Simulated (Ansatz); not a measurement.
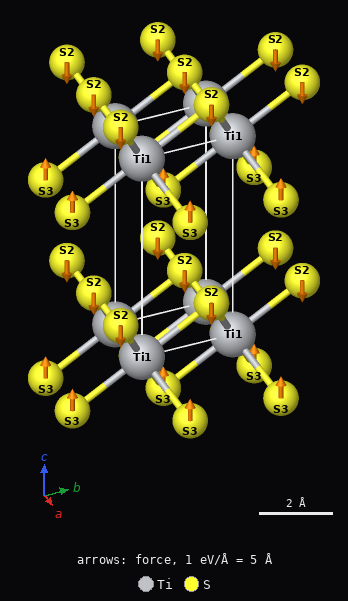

Starting geometry of solid TiS2 (set up in P-3m1) with the computed forces as orange arrows. A ball-and-stick model of the cell of the calculation, seen slightly off an axis.

These are results of Ansatz 0.2.0, DFT PBE+D3(BJ), scalar-relativistic, plane waves, PAW, not measurements.

The input:
```yaml
crystal:
  lattice:
    - [3.412, 0.0, 0.0]
    - [-1.706, 2.9548786777, 0.0]
    - [0.0, 0.0, 5.695]
  atoms:
    - { symbol: Ti, position: [0.0, 0.0, 0.0] }
    - { symbol: S, position: [0.3333333333, 0.6666666667, 0.25] }
    - { symbol: S, position: [0.6666666667, 0.3333333333, 0.75] }
basis:
  ecutwfc: 420
kpoints:
  mp_grid: { grid: [12, 12, 8] }
hamiltonian:
  xc: pbe
  dispersion: d3bj
scf:
  occupations: { method: gaussian, width: 0.1 }
output:
  forces: true
  stress: true
  eigenvalues: true
relax:
  adjacent_minimum: "off"
  f_tol: 0.005
  max_steps: 80
  cell: { stress_tol: 0.05 }
```

Run as
```bash
ansatz run input.yaml --threads 1 --pin off --max-ram 2560MiB --backend cpu --events-out ev --progress --plain --runs-dir out
```

Q: Is this structure relaxed? If not, where do the atoms go?

A: It isn't relaxed: the largest force vector, on S atoms, is 0.13 eV/Å. Measured relative to the changing cell, the final displacements run against the starting forces (cosine between the two patterns −1.00). After 4 accepted moves (5 points after the start) the energy has fallen by 8.5 meV per atom. The largest force component goes from 0.13 to 0.00056 eV/Å. The pressure goes from −2.92 to 0.00 GPa. At 1 point the geometry stayed and the basis and grid were re-selected for the new cell (energy shift of 0.1 meV per atom at most each time). The largest moves relative to the cell, 0.048 Å, are those of S2 and S3. S3 goes along −c. Ti stays in place. The drawn cell changes as follows: a = b 3.412 → 3.359 Å (−1.6 %), c 5.695 → 5.524 Å (−3.0 %); the volume changes by −6.0 %. Near-neighbour distances that change, for instance: Ti1–S2 2.431 → 2.409 Å. The space group stays P-3m1 (No. 164). Cost: 39 s on 1 thread of Arm Neoverse V1, with other jobs on the host, peak memory 0.41 GiB.
